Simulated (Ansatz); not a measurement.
## W₁₆S: geometry relaxation (part 1 of 2)

- system: W₁₆S (slab, 17 atoms in the cell)
- method: DFT PBE, scalar-relativistic, plane waves, PAW, PAW set soft_1, no spin polarisation (Ansatz 0.2.0)

The structure derives from an entry of the Crystallography Open Database. The input holds or restrains some coordinates. Forces given for the steps count only the free coordinates. Figures and captions count atoms from 1; the log counts them from 0 in places.

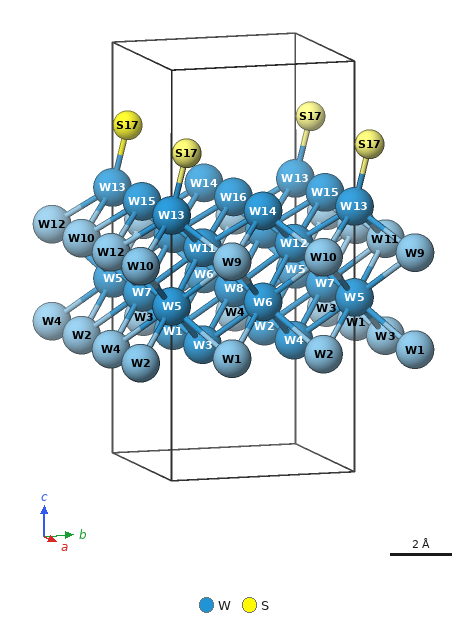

*The structure as given in the input (ball-and-stick view of the cell of the calculation, with the vacuum cut short, seen slightly off an axis; neighbours outside the cell are drawn fainter; atoms are numbered from 1 in the order of the input). An atom can appear more than once, as a periodic image.*

Near neighbours in the periodic cell (some may lie outside the picture): W has 4 W at 2.65 to 2.76 Å; W has 8 W at 2.65 to 2.80 Å; W has 1 S at 2.20 Å and 4 W at 2.65 Å; S has 1 W at 2.20 Å.

Input:
```yaml
crystal:
  lattice:
    - [6.367398338, 0.0, 0.0]
    - [0.0, 6.367398338, 0.0]
    - [0.0, 0.0, 20.1425775803]
  atoms:
    - { symbol: W, position: [0.25, 0.25, 0.1985843164] }
    - { symbol: W, position: [0.25, 0.75, 0.1985843164] }
    - { symbol: W, position: [0.75, 0.25, 0.1985843164] }
    - { symbol: W, position: [0.75, 0.75, 0.1985843164] }
    - { symbol: W, position: [0.0, 0.0, 0.2776134068] }
    - { symbol: W, position: [0.0, 0.5, 0.2776134068] }
    - { symbol: W, position: [0.5, 0.0, 0.2776134068] }
    - { symbol: W, position: [0.5, 0.5, 0.2776134068] }
    - { symbol: W, position: [0.25, 0.25, 0.3599451808] }
    - { symbol: W, position: [0.25, 0.75, 0.3599451808] }
    - { symbol: W, position: [0.75, 0.25, 0.3599451808] }
    - { symbol: W, position: [0.75, 0.75, 0.3599451808] }
    - { symbol: W, position: [0.0, 0.0, 0.4290700903] }
    - { symbol: W, position: [0.0, 0.5, 0.4290700903] }
    - { symbol: W, position: [0.5, 0.0, 0.4290700903] }
    - { symbol: W, position: [0.5, 0.5, 0.4290700903] }
    - { symbol: S, position: [0.0625, 0.0625, 0.5344887259] }
basis:
  ecutwfc: 420
kpoints:
  mp_grid: { grid: [4, 4, 1] }
hamiltonian:
  xc: pbe
  pseudopotentials: { kind: paw, azcp: { folder: soft_1 } }
scf:
  occupations: { method: gaussian, width: 0.1 }
output:
  forces: true
  eigenvalues: true
  write_density: true
  write_potential: true
  elf: true
  volumetric_format: npy
relax:
  adjacent_minimum: "off"
  f_tol: 0.025
  max_steps: 16
  constraints:
    - { sites: [0, 1, 2, 3, 4, 5, 6, 7, 8, 9, 10, 11, 12, 13, 14, 15] }
    - { sites: [16], fix: xy }
efield:
  axis: 3
  dipole_correction: true
  ramp_width: 0.04
```

Run on 4 threads of Intel Xeon @ 2.50GHz (Skylake/Cascade Lake), 32 GiB of memory available, shared host.

Command:
```bash
ansatz run input.yaml --threads 4 --pin off --max-ram 12288MiB --backend cpu --events-out ev --progress --plain --runs-dir out
```

Log:
```
Engine: ansatz 0.2.0, x86_64-unknown-linux-gnu
Pseudopotentials: kind: paw
Pseudopotential: W, paw, valence charge 14, recommended cutoff 420 eV (normal), [file]
Pseudopotential: S, paw, valence charge 6, recommended cutoff 420 eV (normal), [file]
Functional definition: PBE
  parameter kappa = 0.804
  parameter beta = 0.06672455060314922
  exchange = pbe_x(kappa = kappa, mu = beta*pi^2/3)
  correlation = pbe_c(beta = beta)
Crystal: 17 atoms, lattice volume = 816.656 Å³
Basis set: ecut = 420 eV, 15975 PW (Γ), exchange–correlation on 90×90×270 points (8 copies of the dense FFT grid, shifted against one another)
Bands: 138, of which v1, the nominal top of the filled ones, is band 115 counted from 1 (114 counted from 0)
Symmetry: 2 space group operations
Space group: Cm (ITA 8), of the structure as read, at distance tolerance 9.3e-5 Å
k-points: 7 of 16 (time reversal used)
Non-local potential: W, projectors of the file, l = 0: 3, l = 1: 2, l = 2: 2, l = 3: 1
Non-local potential: S, projectors of the file, l = 0: 2, l = 1: 2, l = 2: 1
PAW form: soft (Blöchl's): semilocal exchange-correlation on the pseudo side does not see the compensation charge
PAW one-centre angular grid: W, 590 points (default); XC on 64 Gauss nodes
PAW one-centre angular grid: S, 110 points (default); XC on 64 Gauss nodes
Initial density: superposition of atomic densities (neutral atoms: chi_scale 0, normalization atom)
Initial wavefunctions: pseudopotential atomic-orbital guess
Functional: x = pbe(κ = 0.804, μ = 0.2195149727645171), c = pbe(β = 0.06672455060314922)
SCF iter   1: F=—  HF=-167070.639936 eV  |F-HF|=—  |Δ(HF+E_count)|=         —  Δρ=4.78e-2  dr2=1.18e2  ethr=3.10e-3  p=-0.000 e·Å  D=-3.25e-9 V/Å  ΔV_dip=0.00 eV  dr2_dipole=9.34e0  V_vac-E_F(+/−)=6.83/6.83 eV  ⟨swp⟩=8.6  Hψ=4557  notcnv=0
efield: sawtooth ramp at fractional position 0.8465 (placed from the atoms, in the widest stretch of the axis that holds none; the zero of the levels goes with the place), width 0.0400; the density the first Hamiltonian is built on has a dipole p = -0.000 e·Å; the dipole correction subtracts the counter field D = -3.25e-9 V/Å, which shifts the + side's vacuum level by +0.00 eV against the − side's; the planar-averaged density in the ramp window peaks in size at 5.1e-7 e/Å³
preconditioner: auto → LDOS  [metal: Δε(μ)=0.031 eV  Ē_g=4.894 eV  σ=0.100 eV  W_gap=0.17  n_scr=146 (ndim 8)  ℏωp=13.1 eV  f_vac=0.545  D(μ)=15.18/eV (n_scr^D=74)  β→1.0]
SCF iter   2: F=—  HF=-167065.463737 eV  |F-HF|=—  |Δ(HF+E_count)|=    5.18e0  Δρ=4.23e-2  dr2=1.00e2  ethr=3.10e-3  p=-0.054 e·Å  D=-1.19e-2 V/Å  ΔV_dip=0.24 eV  dr2_dipole=3.02e-1  V_vac-E_F(+/−)=3.37/3.13 eV  ⟨swp⟩=5.6  Hψ=2466  notcnv=0  defer=100
SCF iter   3: F=—  HF=-167057.839568 eV  |F-HF|=—  |Δ(HF+E_count)|=    7.62e0  Δρ=7.65e-3  dr2=3.44e0  ethr=3.10e-3  p=-0.087 e·Å  D=-1.93e-2 V/Å  ΔV_dip=0.39 eV  dr2_dipole=9.32e-2  V_vac-E_F(+/−)=5.27/4.88 eV  ⟨swp⟩=4.1  Hψ=2192  notcnv=0  defer=87
SCF iter   4: F=—  HF=-167057.549000 eV  |F-HF|=—  |Δ(HF+E_count)|=   2.91e-1  Δρ=2.29e-3  dr2=8.76e-2  ethr=1.50e-3  p=-0.140 e·Å  D=-3.10e-2 V/Å  ΔV_dip=0.62 eV  dr2_dipole=3.15e-3  V_vac-E_F(+/−)=4.95/4.32 eV  ⟨swp⟩=2.6  Hψ=1310  notcnv=0  defer=96
SCF iter   5: F=—  HF=-167057.532448 eV  |F-HF|=—  |Δ(HF+E_count)|=   1.66e-2  Δρ=1.06e-3  dr2=1.92e-2  ethr=3.81e-5  p=-0.146 e·Å  D=-3.24e-2 V/Å  ΔV_dip=0.65 eV  dr2_dipole=1.62e-5  V_vac-E_F(+/−)=4.88/4.23 eV  ⟨swp⟩=3.6  Hψ=2006  notcnv=0  defer=96
SCF iter   6: F=—  HF=-167057.534344 eV  |F-HF|=—  |Δ(HF+E_count)|=   1.90e-3  Δρ=5.57e-4  dr2=6.36e-3  ethr=8.37e-6  p=-0.142 e·Å  D=-3.15e-2 V/Å  ΔV_dip=0.63 eV  dr2_dipole=8.50e-4  V_vac-E_F(+/−)=4.84/4.20 eV  ⟨swp⟩=2.0  Hψ=1240  notcnv=0  defer=96
SCF iter   7: F=—  HF=-167057.533981 eV  |F-HF|=—  |Δ(HF+E_count)|=   3.62e-4  Δρ=1.76e-4  dr2=1.32e-3  ethr=2.77e-6  p=-0.146 e·Å  D=-3.24e-2 V/Å  ΔV_dip=0.65 eV  dr2_dipole=2.66e-4  V_vac-E_F(+/−)=4.82/4.17 eV  ⟨swp⟩=2.1  Hψ=1324  notcnv=0  defer=96
SCF iter   8: F=—  HF=-167057.534013 eV  |F-HF|=—  |Δ(HF+E_count)|=   3.16e-5  Δρ=9.74e-5  dr2=2.38e-4  ethr=5.76e-7  p=-0.147 e·Å  D=-3.26e-2 V/Å  ΔV_dip=0.66 eV  dr2_dipole=1.95e-6  V_vac-E_F(+/−)=4.81/4.15 eV  ⟨swp⟩=2.0  Hψ=1238  notcnv=0  defer=96
SCF iter   9: F=—  HF=-167057.533996 eV  |F-HF|=—  |Δ(HF+E_count)|=   1.69e-5  Δρ=3.55e-5  dr2=3.93e-5  ethr=1.04e-7  p=-0.147 e·Å  D=-3.26e-2 V/Å  ΔV_dip=0.66 eV  dr2_dipole=3.91e-6  V_vac-E_F(+/−)=4.81/4.15 eV  ⟨swp⟩=2.0  Hψ=1251  notcnv=0  defer=96
SCF iter  10: F=-167057.533988 eV  HF=-167057.533996 eV  |F-HF|=8.00e-6  |Δ(HF+E_count)|=   1.97e-7  Δρ=2.03e-5  dr2=9.98e-6  ethr=6.79e-9  p=-0.147 e·Å  D=-3.26e-2 V/Å  ΔV_dip=0.66 eV  dr2_dipole=9.60e-7  V_vac-E_F(+/−)=4.81/4.15 eV  ⟨swp⟩=27.1  Hψ=10443  notcnv=0
SCF 1 converged in 10 iterations: F = -167057.533988 eV  dr2 = 9.98e-6
  greatest PAW one-centre occupation: 0.999 electrons in one spin orbital (limit 2), on the W atom at site 4 (counted from 0), in its partial waves of l = 0
relax step   1: F+E_penalty+E_count = -167057.53398772 eV  Δ(F+E_penalty+E_count) = +0.000e0 eV  max|allowed force component| = 1.256e-1 eV/Å  Δτ_max = 0.0000 Å  (10 SCF iters, dr2 threshold 1.56e-5 eV, accepted)
Initial density: handed on by an earlier stage of this run
Initial wavefunctions: those handed on with the density
iter 1 solved again at ethr=3.95e-7 eV; its pass at ethr=3.10e-3 eV (dr2=9.09e-4 eV) is discarded
SCF iter   1: F=—  HF=-167057.534498 eV  |F-HF|=—  |Δ(HF+E_count)|=         —  Δρ=2.02e-4  dr2=9.22e-4  ethr=3.95e-7  p=-0.147 e·Å  D=-3.26e-2 V/Å  ΔV_dip=0.66 eV  dr2_dipole=7.87e-5  V_vac-E_F(+/−)=4.81/4.15 eV  ⟨swp⟩=2.1  Hψ=2637  notcnv=0
efield: sawtooth ramp at fractional position 0.8465 (handed on by an earlier solve), width 0.0400; the density the first Hamiltonian is built on has a dipole p = -0.147 e·Å; the dipole correction subtracts the counter field D = -3.26e-2 V/Å, which shifts the + side's vacuum level by +0.66 eV against the − side's; the planar-averaged density in the ramp window peaks in size at 7.6e-6 e/Å³
preconditioner: auto → LDOS  [metal: Δε(μ)=0.016 eV  Ē_g=4.237 eV  σ=0.100 eV  W_gap=0.09  n_scr=146 (ndim 8)  ℏωp=13.1 eV  f_vac=0.553  D(μ)=26.76/eV (n_scr^D=218)  β→1.0]
SCF iter   2: F=—  HF=-167057.534433 eV  |F-HF|=—  |Δ(HF+E_count)|=   6.46e-5  Δρ=1.13e-4  dr2=2.24e-4  ethr=3.95e-7  p=-0.151 e·Å  D=-3.34e-2 V/Å  ΔV_dip=0.67 eV  dr2_dipole=1.93e-7  V_vac-E_F(+/−)=4.83/4.15 eV  ⟨swp⟩=3.0  Hψ=1530  notcnv=0
SCF iter   3: F=—  HF=-167057.534384 eV  |F-HF|=—  |Δ(HF+E_count)|=   4.90e-5  Δρ=3.64e-5  dr2=2.99e-5  ethr=9.75e-8  p=-0.150 e·Å  D=-3.32e-2 V/Å  ΔV_dip=0.67 eV  dr2_dipole=3.25e-8  V_vac-E_F(+/−)=4.82/4.15 eV  ⟨swp⟩=3.0  Hψ=1791  notcnv=0
SCF iter   4: F=—  HF=-167057.534379 eV  |F-HF|=—  |Δ(HF+E_count)|=   4.67e-6  Δρ=9.48e-6  dr2=3.15e-6  ethr=1.30e-8  p=-0.150 e·Å  D=-3.33e-2 V/Å  ΔV_dip=0.67 eV  dr2_dipole=1.11e-7  V_vac-E_F(+/−)=4.83/4.15 eV  ⟨swp⟩=3.0  Hψ=1424  notcnv=0
SCF iter   5: F=-167057.534379 eV  HF=-167057.534379 eV  |F-HF|=7.47e-7  |Δ(HF+E_count)|=   3.76e-8  Δρ=5.42e-6  dr2=9.51e-7  ethr=4.29e-10  p=-0.150 e·Å  D=-3.33e-2 V/Å  ΔV_dip=0.67 eV  dr2_dipole=6.51e-8  V_vac-E_F(+/−)=4.83/4.15 eV  ⟨swp⟩=17.6  Hψ=8727  notcnv=0
SCF 2 converged in 5 iterations: F = -167057.534379 eV  dr2 = 9.51e-7
relax step   2: F+E_penalty+E_count = -167057.53437856 eV  Δ(F+E_penalty+E_count) = -3.908e-4 eV  max|allowed force component| = 2.268e-2 eV/Å  Δτ_max = 0.0075 Å  (5 SCF iters, dr2 threshold 9.86e-7 eV, accepted)
iter 1 solved again at ethr=4.15e-10 eV; its pass at ethr=3.10e-3 eV (dr2=9.55e-7 eV) is discarded
SCF iter   1: F=—  HF=-167057.534353 eV  |F-HF|=—  |Δ(HF+E_count)|=         —  Δρ=5.44e-6  dr2=9.56e-7  ethr=4.15e-10  p=-0.150 e·Å  D=-3.33e-2 V/Å  ΔV_dip=0.67 eV  dr2_dipole=6.35e-8  V_vac-E_F(+/−)=4.83/4.15 eV  ⟨swp⟩=1.0  Hψ=2282  notcnv=0
efield: sawtooth ramp at fractional position 0.8465 (handed on by an earlier solve), width 0.0400; the density the first Hamiltonian is built on has a dipole p = -0.150 e·Å; the dipole correction subtracts the counter field D = -3.33e-2 V/Å, which shifts the + side's vacuum level by +0.67 eV against the − side's; the planar-averaged density in the ramp window peaks in size at 7.6e-6 e/Å³
preconditioner: auto → LDOS  [metal: Δε(μ)=0.016 eV  Ē_g=4.237 eV  σ=0.100 eV  W_gap=0.09  n_scr=146 (ndim 8)  ℏωp=13.1 eV  f_vac=0.553  D(μ)=26.71/eV (n_scr^D=218)  β→1.0]
SCF iter   2: F=—  HF=-167057.534379 eV  |F-HF|=—  |Δ(HF+E_count)|=   2.61e-5  Δρ=4.66e-6  dr2=5.90e-7  ethr=4.15e-10  p=-0.150 e·Å  D=-3.33e-2 V/Å  ΔV_dip=0.67 eV  dr2_dipole=3.27e-8  V_vac-E_F(+/−)=4.83/4.15 eV  ⟨swp⟩=2.0  Hψ=1567  notcnv=0
SCF iter   3: F=—  HF=-167057.534379 eV  |F-HF|=—  |Δ(HF+E_count)|=   2.74e-8  Δρ=1.85e-6  dr2=1.08e-7  ethr=2.57e-10  p=-0.150 e·Å  D=-3.33e-2 V/Å  ΔV_dip=0.67 eV  dr2_dipole=1.07e-8  V_vac-E_F(+/−)=4.83/4.15 eV  ⟨swp⟩=2.0  Hψ=1461  notcnv=0
SCF iter   4: F=-167057.534379 eV  HF=-167057.534379 eV  |F-HF|=6.23e-9  |Δ(HF+E_count)|=   1.36e-8  Δρ=6.30e-7  dr2=8.08e-9  ethr=4.35e-11  p=-0.150 e·Å  D=-3.33e-2 V/Å  ΔV_dip=0.67 eV  dr2_dipole=6.19e-10  V_vac-E_F(+/−)=4.83/4.15 eV  ⟨swp⟩=10.1  Hψ=6673  notcnv=0
SCF 3 converged in 4 iterations: F = -167057.534379 eV  dr2 = 8.08e-9
relax step   3: F+E_penalty+E_count = -167057.53437936 eV  Δ(F+E_penalty+E_count) = -8.045e-7 eV  max|allowed force component| = 2.299e-2 eV/Å  Δτ_max = 0.0000 Å  (4 SCF iters, accepted)
```

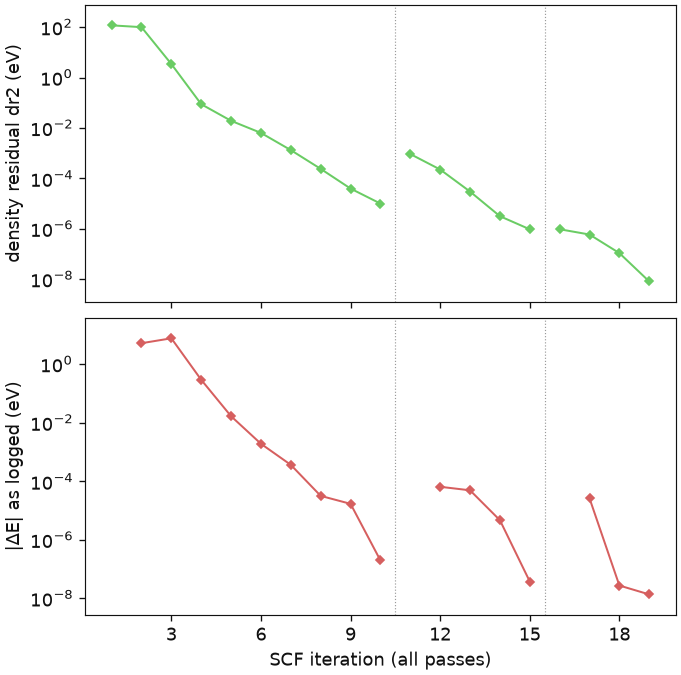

*Convergence of the self-consistent field: density residual dr2 and size of the energy change against the SCF iteration. The dotted lines part the SCF passes of the relaxation: geometry steps, rejected trials and re-solves on a re-selected basis.*

The passes take 10, 5 and 4 iterations.

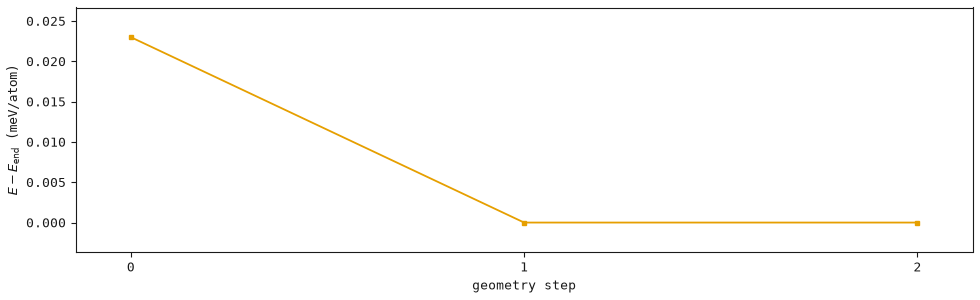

*Progress of the restrained relaxation, step by step (the first geometry is step 0 here and step 1 in the log).*

After 2 geometry steps the energy has fallen by next to nothing (0.0 meV per atom). The largest force component goes from 0.13 to 0.023 eV/Å. The atom that moves furthest is S17 (0.008 Å). W stays in place. The lattice vectors keep their values. Distances before and after: W13–S17 2.197 → 2.204 Å. (Atoms are counted from 1 in the order of the input.)

```
WARN: The output density's exchange-correlation potential varies sharply where the density is thin. Do not read a vacuum level from v_tot or v_xc, or from such a field of the output density. On a cell that repeats whose density bears no net charge and no dipole along the vacuum's axis use v_es (v_loc + v_h of the components); under efield.dipole_correction with no amplitude use v_es + v_field, which holds any external_charges[].barrier, or the levels of the report's work_function block, which leave it out; under a non-zero efield.amplitude the vacuum is tilted and has no level; on a cell that repeats and bears such a dipole with no correction it is tilted too, and efield.dipole_correction with no amplitude gives each side of its ramp a level where efield: is served; in a cell that repeats whose density bears a net charge (total_charge, or a fill off its count) it is curved and has none; of a slab under crystal.periodic whose density bears no net charge use v_es, which has a level on each side, short of where the two are joined; of another it falls or rises all the way out and has none; of a slab beside external_charges read slab_vacuum_level instead, which it has where they leave it neutral. The grid or the basis barely resolves most such structure, and the values can differ between equally converged runs; as a rule a tighter scf.convergence.dr2_threshold does not remove it. Where the density itself ripples (under the LDA too) a higher basis.ecutwfc lessens it. The files hold the spikes' plane waves up to the density's cutoff. Files: v_tot_of_output_density and the like, and their columns of v_z.tsv (output.write_potential); v_xc_of_output_density and the like, and their columns of v_comp_z.tsv (output.write_potential_components). Measured: with its Gaussian average of σ = 0.25 Å subtracted twice, the exchange-correlation potential is over 0.1 eV at 58 of the grid points where the equally averaged density (valence and model cores) is under 1e-3 e/Å³, and 0.212 eV at the most among them, at an averaged density of 6.9e-8 e/Å³. See output.write_potential in the manual, Limitations
SCF converged after 4 iterations
Free energy (F): -167057.534379 eV
Harris-Foulkes:  -167057.534379 eV  (|F-HF|=6.23e-9)
Internal energy: -167057.400844 eV  (E = F + TS)
E sigma→0 (E₀):  -167057.467612 eV
Entropy (-TS):   -0.133535 eV (-7.855 meV/atom)
Fermi energy:    4.161798 eV
Dipole field:    D = -0.033306 V/Å  (p = -0.150313 e·Å, saw-weighted, corrected)
Work function:   Φ+ = 4.8261 eV   Φ− = 4.1552 eV
Levels:          The Fermi level and band energies are counted from a zero that moves with the ramp; work functions are not
--- Per-component energies (eV) ---
  E_band       = -5330.495790
  E_kinetic    = 6815.542892
  E_local      = -190689.480298  (includes V_loc(G=0)·N_el)
  E_nonlocal   = -362.105215
  E_hartree    = 92632.725333
  E_xc         = -4343.047057
  E_vxc        = -3745.190013  (∫ρ·V_xc dr)
  E_paw        = -137852.965546  (= ΣΔE_a)
  E_vpaw       = -2607.844207  (= ΣTr[D̂ρ^β])
  E_aug_tail   = 0.002408  (compensation charges beyond the density's cutoff)
  E_efield     = 0.002503  (sawtooth field / dipole correction)
  E_vefield    = -6.866179  (∫n·V_field dr)
  E_ewald      = 66741.924137
  E_smearing   = -0.133535  (= −TS)
  E_closure    = 0.000000  (closes the sum)
  Σ components = -167057.534379   (vs F -167057.534379, Δ=0.00e0)
--- Forces (eV/Å), atoms counted from 1 ---
  atom   1  W      0.02539204     0.02539204     2.11721717
  atom   2  W      0.02389634    -0.02125839     2.11891945
  atom   3  W     -0.02125839     0.02389634     2.11891945
  atom   4  W     -0.04103161    -0.04103161     2.10654282
  atom   5  W     -0.00178910    -0.00178910    -2.28468259
  atom   6  W     -0.00399871     0.02223991    -2.01894761
  atom   7  W      0.02223991    -0.00399871    -2.01894761
  atom   8  W      0.03197219     0.03197219    -2.46715912
  atom   9  W      0.42228239     0.42228239    -0.62616857
  atom  10  W      0.53114052    -0.45391892    -0.39320276
  atom  11  W     -0.45391892     0.53114052    -0.39320276
  atom  12  W     -0.67750576    -0.67750576    -0.32722474
  atom  13  W     -0.15888807    -0.15888807     2.16799117
  atom  14  W      0.02227408     0.09200443     0.07640925
  atom  15  W      0.09200443     0.02227408     0.07640925
  atom  16  W     -0.04468491    -0.04468491    -0.22993813
  atom  17  S      0.23187691     0.23187691    -0.02299079
  max |Σ_I F_I| component: 5.61e-5 eV/Å
--- Band table (eV; the first three rows and the last of 7) ---
```
